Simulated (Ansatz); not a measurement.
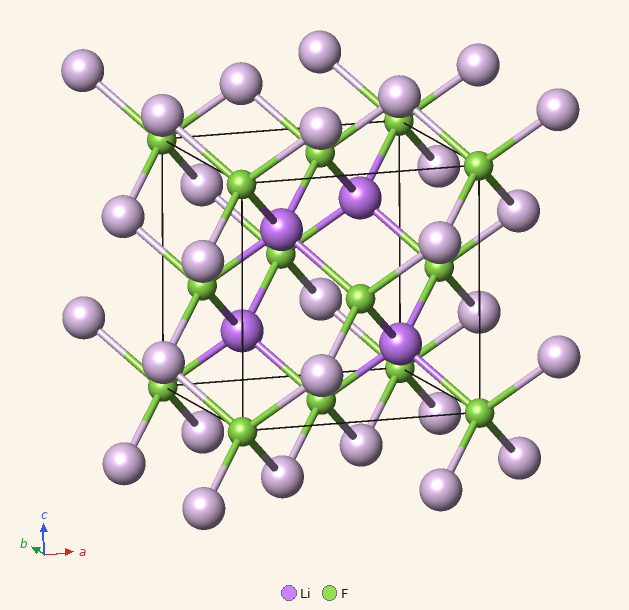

The figure gives a ball-and-stick picture of the atoms, viewed slightly off an axis. The wireframe shows the drawn cell (a repeat of the simulation cell). Every bond is drawn to its end, so some atoms lie outside the box, in fainter colours.

LiF, a = 4.268 Å, b = 4.268 Å, c = 4.268 Å, α = 89.26°, β = 89.26°, γ = 89.26°. Strictly the space group is R3m (No. 160, within 0.01 Å). It is a distorted form of a face-centred cubic structure, space group F-43m (No. 216) within 0.25 Å: zinc blende (sphalerite type). The initial geometry was a structure type filled with these elements by a generator (whether the compound takes this form wasn't checked). The cell was then strained or its atoms displaced on purpose. Ansatz was used for an electronic-structure calculation on it.

This one geometry was computed with Ansatz (DFT, plane waves, PAW) at three levels of theory: PBE, r2SCAN and HSE06. It was relaxed with r2SCAN and then strained.

> Which level gives the highest pressure at this volume, and what does that say about its equilibrium volume?

Highest: PBE (4.0 GPa), which points to the largest equilibrium volume. Lowest, with the smallest volume: r2SCAN (0.9 GPa). Levels within 0.5 GPa of each other can't be told apart.

> How does the band gap change with the level of theory?

PBE: a gap of 7.98 eV, direct; r2SCAN: a gap of 8.72 eV, direct; HSE06: a gap of 10.17 eV, direct.

> Collect the results in a table.

| level | cutoff (eV) | k-mesh of the run's cell | gap (eV) | pressure (GPa) |
| --- | --- | --- | --- | --- |
| PBE | 420 | 10×10×10 | 7.98 | 4.0 |
| r2SCAN | 500 | 10×10×10 | 8.72 | 0.9 |
| HSE06 | 420 | 8×8×8 | 10.17 | 1.8 |

Gaps are taken on the k-mesh or band path of each run.
